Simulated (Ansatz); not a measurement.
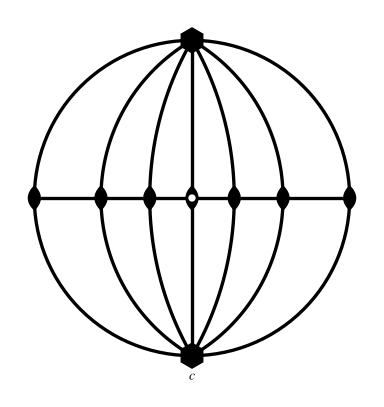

Stereographic projection: heavy lines are mirror planes (a heavy rim: a mirror in the plane of the page); lens, triangle, square and hexagon are 2-, 3-, 4- and 6-fold axes, a lens in an open square is −4, a triangle in an open hexagon −6; thin dashed diameters join the ends of axes that lie in the page; a small open circle marks inversion. The b axis points at the viewer. Computed from the symmetry operations of a computed or model structure of composition Rh.

Identify the point group and its elements.

Answer. 6/mmm (D6h), order 24, hexagonal system: one sixfold axis, six twofold axes, seven mirror planes, an inversion centre.

Which physical properties does it allow?

Answer. It is centrosymmetric, so neither piezoelectric nor pyroelectric; it is not chiral.
